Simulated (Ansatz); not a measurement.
# Residual resistivity of an alloy: Al(111) with 4 layers of random Al-Nb, 2x2, part 2 of 2

How strongly does chemical disorder scatter in Al(111) with 4 layers of random Al-Nb, 2x2?

Ansatz 0.2.0; Ansatz plane-wave DFT, PBE, PAW files; ballistic transport by layer matching (Landauer), zero bias; PAW set soft_1.

So far. Step 3 (With 8 alloy layers): Over the solved energies the transmission per spin lies between 1.67 and 1.83, out of 5.48 channels of the lead on average (up to 5.59).

**4. With 12 alloy layers**

System of this step: Al(111) with 12 layers of random Al-Nb, 2x2. The cell holds 72 atoms: 66 Al and 6 Nb. Its edges and angles: a = 5.725 Å, b = 5.725 Å, c = 42.068 Å, α = 90.0°, β = 90.0°, γ = 120.0°. It derives from Al. Regions: lead, 24 atoms (24 Al); scattering region, 48 atoms (42 Al and 6 Nb). The structure is stacked along c, and the current runs across the ab planes.

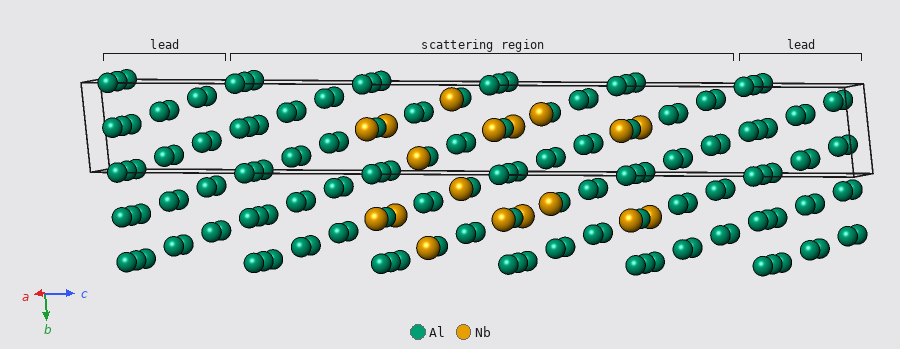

The cell of this step (aluminium teal, niobium orange). 1×2×1 cells are drawn. Some periodic images of atoms are drawn too.

Input file input.yaml:

```yaml
crystal:
  lattice:
    - [5.7246940741, 0.0, 0.0]
    - [-2.862347037, 4.957730497, 0.0]
    - [0.0, 0.0, 42.0677382451]
  atoms:
    - { symbol: Al, position: [0.0, 0.0, 0.0277777778] }
    - { symbol: Al, position: [0.0, 0.5, 0.0277777778] }
    - { symbol: Al, position: [0.5, 0.0, 0.0277777778] }
    - { symbol: Al, position: [0.5, 0.5, 0.0277777778] }
    - { symbol: Al, position: [0.1666666667, 0.3333333333, 0.0833333333] }
    - { symbol: Al, position: [0.1666666667, 0.8333333333, 0.0833333333] }
    - { symbol: Al, position: [0.6666666667, 0.3333333333, 0.0833333333] }
    - { symbol: Al, position: [0.6666666667, 0.8333333333, 0.0833333333] }
    - { symbol: Al, position: [0.3333333333, 0.1666666667, 0.1388888889] }
    - { symbol: Al, position: [0.3333333333, 0.6666666667, 0.1388888889] }
    - { symbol: Al, position: [0.8333333333, 0.1666666667, 0.1388888889] }
    - { symbol: Al, position: [0.8333333333, 0.6666666667, 0.1388888889] }
    - { symbol: Al, position: [0.0, 0.0, 0.1944444444] }
    - { symbol: Al, position: [0.0, 0.5, 0.1944444444] }
    - { symbol: Al, position: [0.5, 0.0, 0.1944444444] }
    - { symbol: Al, position: [0.5, 0.5, 0.1944444444] }
    - { symbol: Al, position: [0.1666666667, 0.3333333333, 0.25] }
    - { symbol: Al, position: [0.1666666667, 0.8333333333, 0.25] }
    - { symbol: Al, position: [0.6666666667, 0.3333333333, 0.25] }
    - { symbol: Al, position: [0.6666666667, 0.8333333333, 0.25] }
    - { symbol: Al, position: [0.3333333333, 0.1666666667, 0.3055555556] }
    - { symbol: Al, position: [0.3333333333, 0.6666666667, 0.3055555556] }
    - { symbol: Al, position: [0.8333333333, 0.1666666667, 0.3055555556] }
    - { symbol: Al, position: [0.8333333333, 0.6666666667, 0.3055555556] }
    - { symbol: Al, position: [0.0, 0.0, 0.3611111111] }
    - { symbol: Nb, position: [0.0, 0.5, 0.3611111111] }
    - { symbol: Al, position: [0.5, 0.0, 0.3611111111] }
    - { symbol: Al, position: [0.5, 0.5, 0.3611111111] }
    - { symbol: Al, position: [0.1666666667, 0.3333333333, 0.4166666667] }
    - { symbol: Al, position: [0.1666666667, 0.8333333333, 0.4166666667] }
    - { symbol: Al, position: [0.6666666667, 0.3333333333, 0.4166666667] }
    - { symbol: Nb, position: [0.6666666667, 0.8333333333, 0.4166666667] }
    - { symbol: Al, position: [0.3333333333, 0.1666666667, 0.4722222222] }
    - { symbol: Al, position: [0.3333333333, 0.6666666667, 0.4722222222] }
    - { symbol: Nb, position: [0.8333333333, 0.1666666667, 0.4722222222] }
    - { symbol: Al, position: [0.8333333333, 0.6666666667, 0.4722222222] }
    - { symbol: Al, position: [0.0, 0.0, 0.5277777778] }
    - { symbol: Nb, position: [0.0, 0.5, 0.5277777778] }
    - { symbol: Al, position: [0.5, 0.0, 0.5277777778] }
    - { symbol: Al, position: [0.5, 0.5, 0.5277777778] }
    - { symbol: Al, position: [0.1666666667, 0.3333333333, 0.5833333333] }
    - { symbol: Al, position: [0.1666666667, 0.8333333333, 0.5833333333] }
    - { symbol: Nb, position: [0.6666666667, 0.3333333333, 0.5833333333] }
    - { symbol: Al, position: [0.6666666667, 0.8333333333, 0.5833333333] }
    - { symbol: Al, position: [0.3333333333, 0.1666666667, 0.6388888889] }
    - { symbol: Al, position: [0.3333333333, 0.6666666667, 0.6388888889] }
    - { symbol: Al, position: [0.8333333333, 0.1666666667, 0.6388888889] }
    - { symbol: Al, position: [0.8333333333, 0.6666666667, 0.6388888889] }
    - { symbol: Al, position: [0.0, 0.0, 0.6944444444] }
    - { symbol: Nb, position: [0.0, 0.5, 0.6944444444] }
    - { symbol: Al, position: [0.5, 0.0, 0.6944444444] }
    - { symbol: Al, position: [0.5, 0.5, 0.6944444444] }
    - { symbol: Al, position: [0.1666666667, 0.3333333333, 0.75] }
    - { symbol: Al, position: [0.1666666667, 0.8333333333, 0.75] }
    - { symbol: Al, position: [0.6666666667, 0.3333333333, 0.75] }
    - { symbol: Al, position: [0.6666666667, 0.8333333333, 0.75] }
    - { symbol: Al, position: [0.3333333333, 0.1666666667, 0.8055555556] }
    - { symbol: Al, position: [0.3333333333, 0.6666666667, 0.8055555556] }
    - { symbol: Al, position: [0.8333333333, 0.1666666667, 0.8055555556] }
    - { symbol: Al, position: [0.8333333333, 0.6666666667, 0.8055555556] }
    - { symbol: Al, position: [0.0, 0.0, 0.8611111111] }
    - { symbol: Al, position: [0.0, 0.5, 0.8611111111] }
    - { symbol: Al, position: [0.5, 0.0, 0.8611111111] }
    - { symbol: Al, position: [0.5, 0.5, 0.8611111111] }
    - { symbol: Al, position: [0.1666666667, 0.3333333333, 0.9166666667] }
    - { symbol: Al, position: [0.1666666667, 0.8333333333, 0.9166666667] }
    - { symbol: Al, position: [0.6666666667, 0.3333333333, 0.9166666667] }
    - { symbol: Al, position: [0.6666666667, 0.8333333333, 0.9166666667] }
    - { symbol: Al, position: [0.3333333333, 0.1666666667, 0.9722222222] }
    - { symbol: Al, position: [0.3333333333, 0.6666666667, 0.9722222222] }
    - { symbol: Al, position: [0.8333333333, 0.1666666667, 0.9722222222] }
    - { symbol: Al, position: [0.8333333333, 0.6666666667, 0.9722222222] }
kpoints:
  mp_grid: { grid: [5, 5, 1] }
hamiltonian:
  xc: pbe
  pseudopotentials: { kind: paw, azcp: { folder: soft_1 } }
scf:
  occupations: { method: fermi_dirac, width: 0.1 }
output:
  transmission:
    leads: [[0, 4]]
    kmesh: [10, 10]
    e_range: [-0.05, 0.05]
    de: 0.05
  write_potential: true
  write_density: true
  volumetric_format: npy
```

The run is started by

```sh
$ ansatz run input.yaml --threads 4 --pin off --max-ram 15360MiB --backend cpu --events-out ev --progress --plain --runs-dir out
```

Numbers of over 12 decimals in the logs are rounded to 6 here.

Log:

```text
[...]
Crystal: 72 atoms, lattice volume = 1193.945 Å³
Basis set: ecut = 420 eV, 23469 PW (Γ)
Bands: 210, of which v1, the nominal top of the filled ones, is band 138 counted from 1 (137 counted from 0)
Symmetry: 1 space group operations
[...]
k-points: 13 of 25 (time reversal used)
[...]
SCF iter   1: F=—  HF=-62801.034393 eV  |F-HF|=—  |Δ(HF+E_count)|=         —  Δρ=3.80e-2  dr2=3.92e1  ethr=3.10e-3  ⟨swp⟩=6.2  Hψ=12774  notcnv=0  defer=28
[...]
SCF iter  10: F=-62794.306325 eV  HF=-62794.306325 eV  |F-HF|=9.57e-9  |Δ(HF+E_count)|=   1.04e-8  Δρ=3.61e-7  dr2=9.93e-9  ethr=3.62e-11  ⟨swp⟩=12.2  Hψ=9268  notcnv=0
SCF 1 converged in 10 iterations: F = -62794.306325 eV  dr2 = 9.93e-9
[...]
transmission: 312 of 3068 steps passed
transmission: 621 of 3068 steps passed
[...]
transmission: 3068 of 3068 steps passed
SCF converged after 10 iterations
Free energy (F): -62794.306325 eV
[...]
Internal energy: -62793.158899 eV  (E = F + TS)
E sigma→0 (E₀):  -62793.732612 eV
Entropy (-TS):   -1.147426 eV (-15.936 meV/atom)
Fermi energy:    8.909242 eV
[...]
--- Band table (eV; the first three rows and the last of 13) ---
  k-point 0: bands = [... 134 lower, 7.9720, 8.0818, 8.1409, 8.2303, 8.2918, 8.3461, 8.4092, 8.4552, ... 68 higher]
  k-point 1: bands = [... 134 lower, 8.2225, 8.2789, 8.3267, 8.3833, 8.4888, 8.5622, 8.6241, 8.7013, ... 68 higher]
  k-point 2: bands = [... 134 lower, 8.9381, 8.9797, 8.9992, 9.0336, 9.0815, 9.0953, 9.1777, 9.2082, ... 68 higher]
  k-point 12: bands = [... 134 lower, 8.6380, 8.7389, 8.7801, 8.8926, 8.9154, 8.9679, 9.0018, 9.0420, ... 68 higher]
--- Transmission ---
  basis      : 253 plane waves across, 59 finite elements along
  points     : 52, standing for a mesh of 10 x 10
[...]
channels       : 5.590000e0 a spin
[...]
junction   : crystal 0 to crystal 0, 1.64 to 41.37 Å
    transmission   : 1.384572e0 a spin
[...]
```

It took 15 min on 4 threads of Arm Neoverse V1, shared host; peak memory 5.6 GiB.

Numbers from this step:

| Quantity | Value |
| --- | --- |
| free energy | -62794.3063 eV |
| energy at zero smearing | -62793.7326 eV |
| Fermi energy | 8.909 eV |
| transmission per spin nearest the Fermi level | 1.385 |
| step of the lead's potential | 11.5 meV |

Per spin. Transmission, zone mean against energy, zero at the Fermi level:

```tsv
energy (eV)	transmission, zone mean
-0.0500	1.36
0.0000	1.38
0.0500	1.43
```

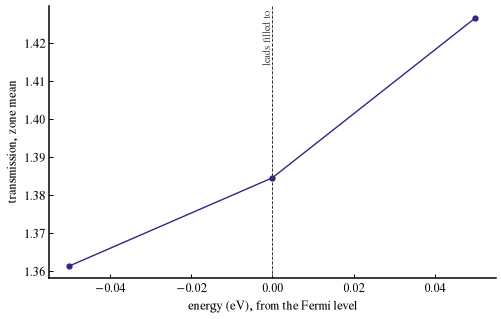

Transmission, zone mean, plotted against energy.

Over the solved energies the transmission per spin lies between 1.36 and 1.43, out of 5.49 channels of the lead on average (up to 5.59).

**5. The fit**

This step: Ansatz plane-wave DFT, PBE, PAW files; ballistic transport by layer matching (Landauer), zero bias; residual resistivity from the slope of the area resistance, atoms on the host's lattice; PAW set soft_1 (Ansatz 0.2.0).

Numbers from this step:

```
resistivity           : 64.99 µΩ cm
intercept             : 0.1594 fΩ m²
scatter about the fit : 0.02218 fΩ m²
```

Resistance, by row:

```tsv
run	length (Å)	T	channels N	RA (fΩ m²)
n4	9.348	2.563	5.403	0.7513
n8	18.7	1.766	5.477	1.406
n12	28.05	1.391	5.49	1.966
```

The area resistance by length of the alloy:

```tsv
length of the alloy (Å)	area resistance (fΩ m²)
9.35	0.751
18.70	1.41
28.05	1.97
```

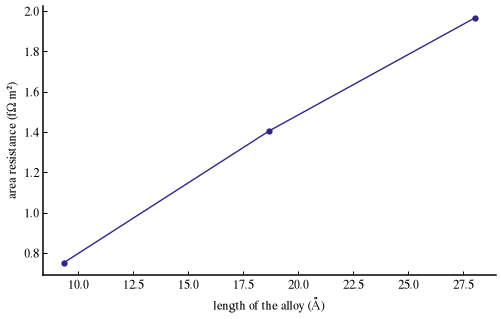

Area resistance, plotted against length of the alloy.

The area resistance goes from 0.75 to 2.0 fΩ m² between 9.3 and 28.0 Å, a slope of 65 µΩ cm.

By hand from the end points: (1.966 − 0.7513) fΩ m² / (28.05 − 9.35) Å = 65 µΩ cm, since 1 fΩ m² per Å is 1000 µΩ cm.

**6. Summary of results**

```json
{
  "resistivity from the slope": "65.0 µΩ cm",
  "area resistance over 9.35 Å": "0.751 fΩ m²",
  "area resistance over 18.7 Å": "1.41 fΩ m²",
  "area resistance over 28.0 Å": "1.97 fΩ m²"
}
```

The slope gives 65 µΩ cm. The points scatter by 0.022 fΩ m² about the line, with one random draw a length in a 2x2 cell, so the slope is a rough value. The lead's own channel count moves between the runs (5.40, 5.48 and 5.49), which shifts RA and the slope too. Read with a model of isotropic scattering on a spherical Fermi surface and the lead's 1.5×10¹⁵ S/m², this slope means a mean free path near 7.9 Å; over these lengths the model's slope is within 3 % of its bulk resistivity. The draw over the shortest length came out nearly ordered, with 8 symmetry operations, so that point is a poor sample of a random alloy. The atoms sit on the host's lattice, so scattering by size misfit is left out.

[Logs are printed without paths, hosts, clocks, repeated set-up lines and the standing remarks that a program may print on its own settings, such as how far it seeks lower states.]

[Hosts, paths, dates, database ids (printed as entryN), source tags and the programs' standing remarks are cut or masked in the printed files.]
